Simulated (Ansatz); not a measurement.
**Single-point calculation, with input and output: SnO2 (part 1 of 2)**

The run: single-point calculation of SnO2 (P4₂/mnm, 48 atoms in the cell). Method and program: DFT PBE, scalar-relativistic, plane waves, PAW, no spin polarisation (Ansatz 0.2.0).

The structure derives from an entry of the Crystallography Open Database.

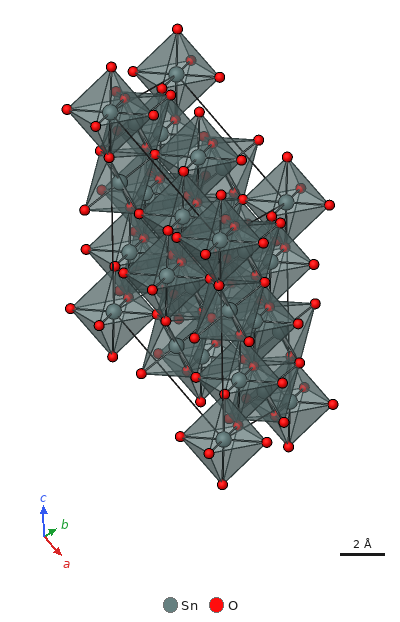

*The structure as given in the input (polyhedral view of the cell of the calculation, seen slightly off an axis; polyhedra are completed across the faces of the cell).*

## The input
```yaml
crystal:
  lattice:
    - [-4.8274195328, -4.8274195328, 6.4761384858]
    - [-4.8274195328, 4.8274195328, -6.4761384858]
    - [4.8274195328, -4.8274195328, -6.4761384858]
  atoms:
    - { symbol: Sn, position: [0.5, 0.0, 0.5] }
    - { symbol: Sn, position: [0.5, 0.75, 0.25] }
    - { symbol: Sn, position: [0.5, 0.5, 0.0] }
    - { symbol: Sn, position: [0.5, 0.25, 0.75] }
    - { symbol: Sn, position: [0.0, 0.0, 0.0] }
    - { symbol: Sn, position: [0.0, 0.75, 0.75] }
    - { symbol: Sn, position: [0.0, 0.5, 0.5] }
    - { symbol: Sn, position: [0.0, 0.25, 0.25] }
    - { symbol: Sn, position: [0.0, 0.375, 0.875] }
    - { symbol: Sn, position: [0.0, 0.125, 0.625] }
    - { symbol: Sn, position: [0.0, 0.875, 0.375] }
    - { symbol: Sn, position: [0.0, 0.625, 0.125] }
    - { symbol: Sn, position: [0.5, 0.375, 0.375] }
    - { symbol: Sn, position: [0.5, 0.125, 0.125] }
    - { symbol: Sn, position: [0.5, 0.875, 0.875] }
    - { symbol: Sn, position: [0.5, 0.625, 0.625] }
    - { symbol: O, position: [0.19345573, 0.346727865, 0.846727865] }
    - { symbol: O, position: [0.19345573, 0.096727865, 0.596727865] }
    - { symbol: O, position: [0.19345573, 0.846727865, 0.346727865] }
    - { symbol: O, position: [0.19345573, 0.596727865, 0.096727865] }
    - { symbol: O, position: [0.69345573, 0.346727865, 0.346727865] }
    - { symbol: O, position: [0.69345573, 0.096727865, 0.096727865] }
    - { symbol: O, position: [0.69345573, 0.846727865, 0.846727865] }
    - { symbol: O, position: [0.69345573, 0.596727865, 0.596727865] }
    - { symbol: O, position: [0.0, 0.528272135, 0.721727865] }
    - { symbol: O, position: [0.0, 0.278272135, 0.471727865] }
    - { symbol: O, position: [0.0, 0.028272135, 0.221727865] }
    - { symbol: O, position: [0.0, 0.778272135, 0.971727865] }
    - { symbol: O, position: [0.5, 0.528272135, 0.221727865] }
    - { symbol: O, position: [0.5, 0.278272135, 0.971727865] }
    - { symbol: O, position: [0.5, 0.028272135, 0.721727865] }
    - { symbol: O, position: [0.5, 0.778272135, 0.471727865] }
    - { symbol: O, position: [0.80654427, 0.403272135, 0.903272135] }
    - { symbol: O, position: [0.80654427, 0.153272135, 0.653272135] }
    - { symbol: O, position: [0.80654427, 0.903272135, 0.403272135] }
    - { symbol: O, position: [0.80654427, 0.653272135, 0.153272135] }
    - { symbol: O, position: [0.30654427, 0.403272135, 0.403272135] }
    - { symbol: O, position: [0.30654427, 0.153272135, 0.153272135] }
    - { symbol: O, position: [0.30654427, 0.903272135, 0.903272135] }
    - { symbol: O, position: [0.30654427, 0.653272135, 0.653272135] }
    - { symbol: O, position: [0.0, 0.221727865, 0.028272135] }
    - { symbol: O, position: [0.0, 0.971727865, 0.778272135] }
    - { symbol: O, position: [0.0, 0.721727865, 0.528272135] }
    - { symbol: O, position: [0.0, 0.471727865, 0.278272135] }
    - { symbol: O, position: [0.5, 0.221727865, 0.528272135] }
    - { symbol: O, position: [0.5, 0.971727865, 0.278272135] }
    - { symbol: O, position: [0.5, 0.721727865, 0.028272135] }
    - { symbol: O, position: [0.5, 0.471727865, 0.778272135] }
basis:
  ecutwfc: 420
  xc_grid: 2
kpoints:
  mp_grid: { grid: [2, 2, 2], shift: [0.5, 0.5, 0.5] }
hamiltonian:
  xc: pbe
scf:
  occupations: { method: gaussian, width: 0.01 }
output:
  forces: true
  stress: true
  eigenvalues: true
  write_density: true
  write_potential: true
  elf: true
  volumetric_format: npy
```

Run as:
```bash
ansatz run input.yaml --threads 8 --pin off --max-ram 22528MiB --backend cpu --events-out ev --progress --plain --runs-dir out
```

## What the program printed
```
Engine: ansatz 0.2.0, x86_64-unknown-linux-gnu
Pseudopotentials: kind: paw
Pseudopotential: Sn, paw, valence charge 14, recommended cutoff 420 eV (normal), Sn.paw.azcp
Pseudopotential: O, paw, valence charge 6, recommended cutoff 420 eV (normal), O.paw.azcp
Functional definition: PBE
  parameter kappa = 0.804
  parameter beta = 0.06672455060314922
  exchange = pbe_x(kappa = kappa, mu = beta*pi^2/3)
  correlation = pbe_c(beta = beta)
Crystal: 48 atoms, lattice volume = 603.679 Å³
Basis set: ecut = 420 eV, 11809 PW (Γ), exchange–correlation on 128×128×128 points (8 copies of the dense FFT grid, shifted against one another)
Bands: 256, of which v1, the nominal top of the filled ones, is band 208 counted from 1 (207 counted from 0)
Symmetry: 128 space group operations
Space group: P42/mnm (ITA 136), of the structure as read, at distance tolerance 8.5e-5 Å
k-points: 3 of 8
Non-local potential: Sn, projectors of the file, l = 0: 2, l = 1: 2, l = 2: 2, l = 3: 2
Non-local potential: O, projectors of the file, l = 0: 2, l = 1: 2, l = 2: 1
PAW form: soft (Blöchl's): semilocal exchange-correlation on the pseudo side does not see the compensation charge
PAW one-centre angular grid: Sn, 590 points (default); XC on 64 Gauss nodes
PAW one-centre angular grid: O, 110 points (default); XC on 64 Gauss nodes
Initial density: superposition of atomic densities (neutral atoms: chi_scale 0, normalization atom), corrected by the library's trained network
Initial wavefunctions: pseudopotential atomic-orbital guess
Functional: x = pbe(κ = 0.804, μ = 0.2195149727645171), c = pbe(β = 0.06672455060314922)
SCF iter   1: F=—  HF=-114543.751089 eV  |F-HF|=—  |Δ(HF+E_count)|=         —  Δρ=1.36e-3  dr2=5.51e-3  ethr=1.77e-3  ⟨swp⟩=5.3  Hψ=2870  notcnv=0  defer=35
preconditioner: auto → Resta (q_TF=auto, 2.564 Å⁻¹)  ε∞=3.6  [insulator: Δε(μ)=1.813 eV  Ē_g=19.254 eV  σ=0.010 eV  W_gap=1.00  n_scr=168 (ndim 8)  ℏωp=30.8 eV  f_vac=0.038  D(μ)=0.00/eV (n_scr^D=0)  ε∞_Penn≈3.6]
SCF iter   2: F=—  HF=-114543.757857 eV  |F-HF|=—  |Δ(HF+E_count)|=   6.77e-3  Δρ=6.70e-4  dr2=1.09e-3  ethr=1.32e-6  ⟨swp⟩=3.0  Hψ=1643  notcnv=0  defer=130
SCF iter   3: F=—  HF=-114543.759714 eV  |F-HF|=—  |Δ(HF+E_count)|=   1.86e-3  Δρ=3.30e-4  dr2=3.31e-4  ethr=2.63e-7  ⟨swp⟩=2.0  Hψ=901  notcnv=0  defer=130
SCF iter   4: F=—  HF=-114543.760384 eV  |F-HF|=—  |Δ(HF+E_count)|=   6.70e-4  Δρ=5.12e-5  dr2=1.68e-5  ethr=7.96e-8  ⟨swp⟩=2.0  Hψ=1002  notcnv=0  defer=130
SCF iter   5: F=—  HF=-114543.760995 eV  |F-HF|=—  |Δ(HF+E_count)|=   6.11e-4  Δρ=1.07e-5  dr2=4.62e-7  ethr=4.03e-9  ⟨swp⟩=2.3  Hψ=1102  notcnv=0  defer=130
SCF iter   6: F=-114543.760996 eV  HF=-114543.760996 eV  |F-HF|=1.16e-8  |Δ(HF+E_count)|=   1.00e-6  Δρ=3.47e-6  dr2=4.33e-8  ethr=2.40e-11  ⟨swp⟩=17.7  Hψ=5958  notcnv=0
SCF 1 converged in 6 iterations: F = -114543.760996 eV  dr2 = 4.33e-8
  greatest PAW one-centre occupation: 0.996 electrons in one spin orbital (limit 2), on the Sn atom at site 7 (counted from 0), in its partial waves of l = 2
```

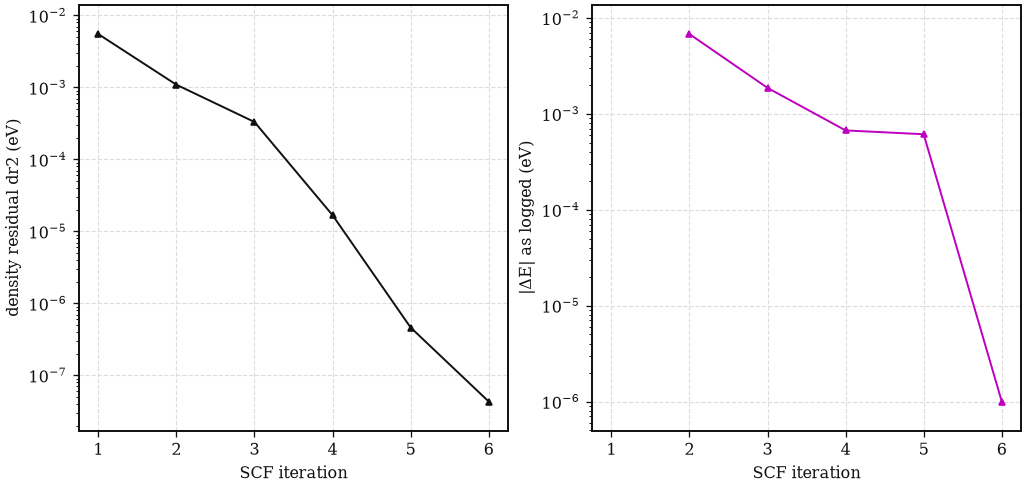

*Convergence of the self-consistent field: density residual dr2 and size of the energy change against the SCF iteration.*

The residual falls at every step.

```
SCF converged after 6 iterations
Free energy (F): -114543.760996 eV
Harris-Foulkes:  -114543.760996 eV  (|F-HF|=1.16e-8)
Internal energy: -114543.760996 eV  (E = F + TS)
E sigma→0 (E₀):  -114543.760996 eV
Fermi energy:    9.529356 eV
--- Per-component energies (eV) ---
  E_band       = -1237.615601
  E_kinetic    = 8623.976228
  E_local      = -23707.298831  (includes V_loc(G=0)·N_el)
  E_nonlocal   = 1070.630973
  E_hartree    = 12191.079083
  E_xc         = -8425.985257
  E_vxc        = -4493.312189  (∫ρ·V_xc dr)
  E_paw        = -71426.702799  (= ΣΔE_a)
  E_vpaw       = -7113.835679  (= ΣTr[D̂ρ^β])
  E_aug_tail   = 0.078901  (compensation charges beyond the density's cutoff)
  E_ewald      = -32869.539294
  E_smearing   = -0.000000  (= −TS)
  E_closure    = 0.000000  (closes the sum)
  Σ components = -114543.760996   (vs F -114543.760996, Δ=0.00e0)
--- Forces (eV/Å), atoms counted from 1 ---
  atom   1  Sn    -0.00000000    -0.00000000     0.00000000
  atom   2  Sn    -0.00000000    -0.00000000     0.00000000
  atom   3  Sn     0.00000000    -0.00000000    -0.00000000
  atom   4  Sn    -0.00000000    -0.00000000    -0.00000000
  atom   5  Sn    -0.00000000    -0.00000000    -0.00000000
  atom   6  Sn    -0.00000000    -0.00000000    -0.00000000
  atom   7  Sn    -0.00000000    -0.00000000     0.00000000
  atom   8  Sn    -0.00000000    -0.00000000     0.00000000
  atom   9  Sn    -0.00000000    -0.00000000    -0.00000000
  atom  10  Sn     0.00000000     0.00000000    -0.00000000
  atom  11  Sn    -0.00000000     0.00000000     0.00000000
  atom  12  Sn     0.00000000    -0.00000000     0.00000000
  atom  13  Sn     0.00000000    -0.00000000    -0.00000000
  atom  14  Sn     0.00000000     0.00000000     0.00000000
  atom  15  Sn    -0.00000000    -0.00000000    -0.00000000
  atom  16  Sn     0.00000000    -0.00000000     0.00000000
  atom  17  O      0.00253533     0.00253533    -0.00000000
  atom  18  O      0.00253533     0.00253533    -0.00000000
  atom  19  O      0.00253533     0.00253533    -0.00000000
  atom  20  O      0.00253533     0.00253533    -0.00000000
  atom  21  O      0.00253533     0.00253533    -0.00000000
  atom  22  O      0.00253533     0.00253533    -0.00000000
  atom  23  O      0.00253533     0.00253533    -0.00000000
  atom  24  O      0.00253533     0.00253533    -0.00000000
  atom  25  O     -0.00253533     0.00253533    -0.00000000
  atom  26  O     -0.00253533     0.00253533    -0.00000000
  atom  27  O     -0.00253533     0.00253533     0.00000000
  atom  28  O     -0.00253533     0.00253533    -0.00000000
  atom  29  O     -0.00253533     0.00253533    -0.00000000
  atom  30  O     -0.00253533     0.00253533    -0.00000000
  atom  31  O     -0.00253533     0.00253533     0.00000000
  atom  32  O     -0.00253533     0.00253533     0.00000000
  atom  33  O     -0.00253533    -0.00253533     0.00000000
  atom  34  O     -0.00253533    -0.00253533    -0.00000000
  atom  35  O     -0.00253533    -0.00253533     0.00000000
  atom  36  O     -0.00253533    -0.00253533    -0.00000000
  atom  37  O     -0.00253533    -0.00253533    -0.00000000
  atom  38  O     -0.00253533    -0.00253533     0.00000000
  atom  39  O     -0.00253533    -0.00253533     0.00000000
  atom  40  O     -0.00253533    -0.00253533    -0.00000000
  atom  41  O      0.00253533    -0.00253533    -0.00000000
  atom  42  O      0.00253533    -0.00253533    -0.00000000
  atom  43  O      0.00253533    -0.00253533    -0.00000000
  atom  44  O      0.00253533    -0.00253533     0.00000000
  atom  45  O      0.00253533    -0.00253533     0.00000000
  atom  46  O      0.00253533    -0.00253533    -0.00000000
  atom  47  O      0.00253533    -0.00253533    -0.00000000
  atom  48  O      0.00253533    -0.00253533     0.00000000
  max |Σ_I F_I| component: 1.47e-17 eV/Å
--- Stress (GPa, compression-positive) ---
        0.012937      -0.000000       0.000000
       -0.000000       0.012937      -0.000000
        0.000000      -0.000000       0.010123
  P = ⅓ Tr σ = 0.0120 GPa (0.120 kbar)
--- Band table (eV) ---
```
